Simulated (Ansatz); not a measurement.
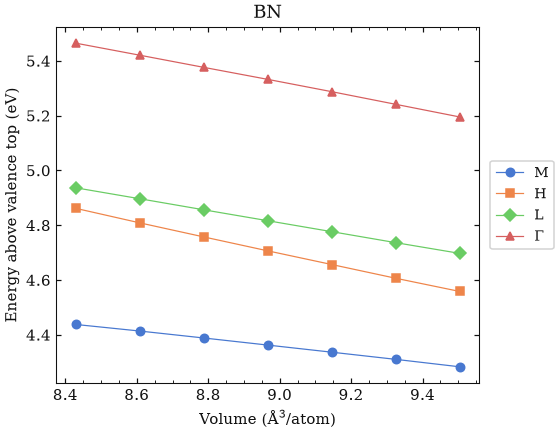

Lowest conduction level at each named k point, counted from the valence-band top at H.

System: layered hexagonal BN, space group P6_3/mmc, 4 atoms in the cell. The cell is scaled at fixed shape and fractional positions. At 8.97 Å³/atom, a = 2.498 Å, c = 6.636 Å (hexagonal axes). Level of theory: BLYP with D4 dispersion, Ansatz PAW, no spin polarisation, no spin-orbit coupling, 12×12×4 k mesh, 420 eV cutoff, Fermi-Dirac smearing of 0.05 eV; code Ansatz.

**How does each level move from 8.43 Å³/atom to 9.50 Å³/atom?**

M falls by 0.16 eV, H falls by 0.30 eV, L falls by 0.24 eV and Γ falls by 0.27 eV.

**Which of these conduction levels is lowest, and does that change?**

The lowest is the one at M, over the whole range, so among these points the gap stays indirect.

**What are the deformation potentials dE/d ln V?**

Straight lines against ln V have slopes of −1.3 eV at M, −2.5 eV at H, −2.0 eV at L and −2.2 eV at Γ.

The values:
| volume | M (eV) | H (eV) | L (eV) | Γ (eV) |
| --- | --- | --- | --- | --- |
| 8.43 Å³/atom | 4.44 | 4.86 | 4.94 | 5.46 |
| 8.61 Å³/atom | 4.41 | 4.81 | 4.90 | 5.42 |
| 8.79 Å³/atom | 4.39 | 4.76 | 4.86 | 5.38 |
| 8.97 Å³/atom | 4.36 | 4.71 | 4.82 | 5.33 |
| 9.15 Å³/atom | 4.34 | 4.66 | 4.78 | 5.29 |
| 9.33 Å³/atom | 4.31 | 4.61 | 4.74 | 5.24 |
| 9.50 Å³/atom | 4.28 | 4.56 | 4.70 | 5.19 |

The PAW data sets were made with another functional. LDA, GGA and most meta-GGA functionals understate gaps.
